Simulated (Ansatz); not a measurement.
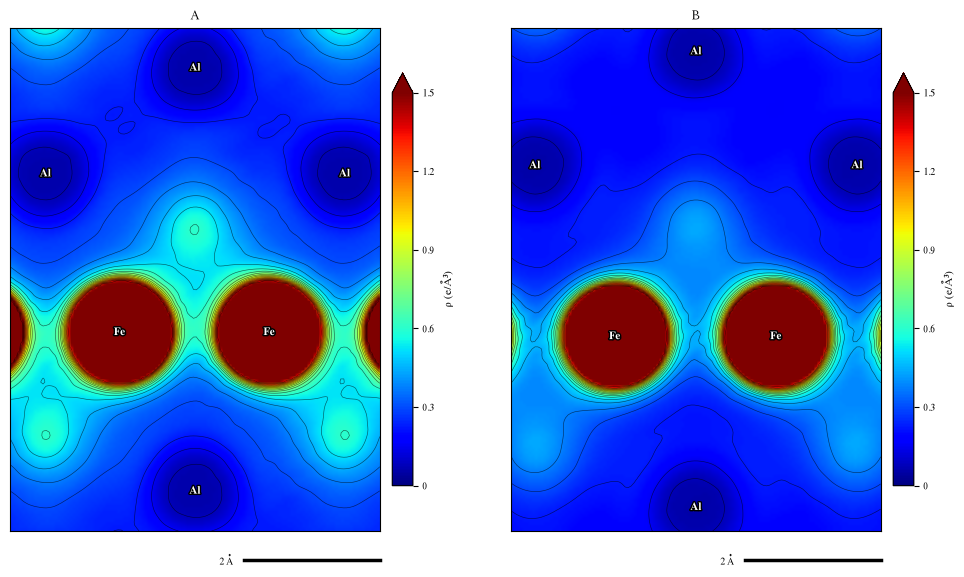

AlFe₂. The valence electron density of two cells that differ in size, on the (11̄0) plane of each (indices in the axes of the calculation cell), at one length scale and on one colour scale; one has 10.0 and the other 12.5 Å³ an atom.

All numbers below come from DFT PBEsol, scalar-relativistic, plane waves, PAW in Ansatz 0.2.0.

The larger cell:

```xyz
6
Lattice="0.0000 3.3513 3.3513 3.3513 0.0000 3.3513 3.3513 3.3513 0.0000" Properties=species:S:1:pos:R:3 pbc="T T T"
Al    1.6757    1.6757    1.6757
Al    0.0000    0.0000    0.0000
Fe    2.5135    4.1891    2.5135
Fe    2.5135    2.5135    4.1891
Fe    4.1891    2.5135    2.5135
Fe    4.1891    4.1891    4.1891
```

The smaller cell: a = 4.400 Å, b = 4.400 Å, c = 4.400 Å, α = 60.00°, β = 60.00°, γ = 60.00°.

Which panel shows the smaller cell, and what does the compression change?

Panel A is the smaller cell, by 20 % in volume. From the larger cell to the smaller, Al–Al goes from 2.90 to 2.69 Å, and the density at its midpoint from 0.17 to 0.23 e/Å³; Al–Fe goes from 2.78 to 2.58 Å, and the density at its midpoint from 0.23 to 0.31 e/Å³; Fe–Fe goes from 2.37 to 2.20 Å, and the density at its midpoint from 0.44 to 0.61 e/Å³; the pressure goes from −7 to 42 GPa; the largest moment (Fe) goes from 1.8 to 1.0 μB.
